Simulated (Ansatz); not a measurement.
Ge (space group Fm-3m, No. 225): the geometry relaxed with Ansatz, DFT, PBE, plane waves (420 eV) with PAW, scalar-relativistic; the starting structure was generated, so it need not be a known form of this composition.

Space group Fm-3m (No. 225). a = 4.277 Å, b = 4.277 Å, c = 4.277 Å, α = 90.00°, β = 90.00°, γ = 90.00°
```tsv
atom	site	symmetry	x	y	z
Ge	4a	m-3m	0.0000	0.0000	0.0000
```

Bonds are taken as Ge–Ge below 3.4 Å; no other contact counts. The graph is simplified in the usual way: terminal and isolated atoms are pruned, two-connected atoms become edges.

What net does this leave?

The result is a uninodal 12-connected, three-periodic net: Ge is a 12-connected node. It is the fcu net, known from cubic close packing. It is a single net, without interpenetration.

```json
{"node": "Ge", "links": "12", "point symbol": "3²⁴·4³⁶·5⁶", "coordination sequence": "12 42 92 162 252"}
```

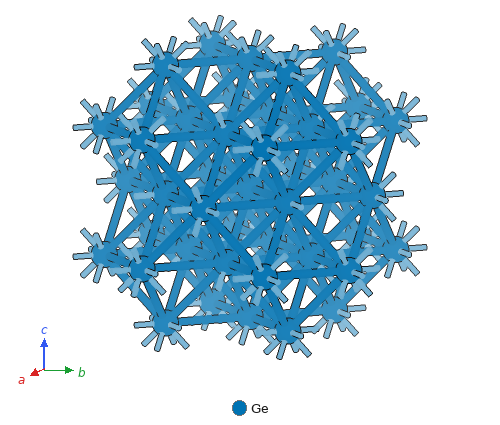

Nodes are coloured by element. Short stubs are edges that leave the cut-out.
